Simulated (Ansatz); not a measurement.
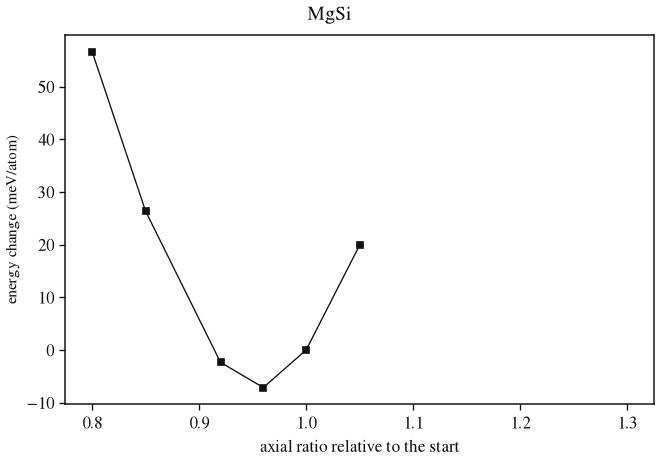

The plot gives the computed energy change against relative axial ratio for MgSi, space group P4/mmm (No. 123).

The given structure:
```
CELL_PARAMETERS angstrom
2.90839 0.00000 0.00000
0.00000 2.90839 0.00000
0.00000 0.00000 4.10343
ATOMIC_POSITIONS crystal
Mg 0.00000 0.00000 0.00000
Si 0.50000 0.50000 0.50000
```

How it was computed, with Ansatz 0.2.0: deformation of a crystal at fixed volume, lengths along the axis scaled against those across it, fractional coordinates fixed, by plane-wave density functional theory with PAW datasets, free energies less that of the undisturbed cell; scalar-relativistic. Level: r2SCAN, no spin polarisation.

wave cutoff 500 eV; k mesh 18×18×14; occupations Gaussian; smearing width 0.15 eV; k shift (0, 0, 0) (mesh steps); start as given; path tetragonal; axis direction (0, 0, 1) (Cartesian unit vector).

The points at relative axial ratio 1.10, 1.20 and 1.30 are left out of the plot. What values does the calculation give there?

| axial ratio relative to the start | energy change (meV/atom) |
| --- | --- |
| 1.10 | 48 |
| 1.20 | 111 |
| 1.30 | 191 |

Note: reference crystal is not relaxed; shape and atomic fractions are frozen while scaling, which makes layered, chain and framework solids too stiff.
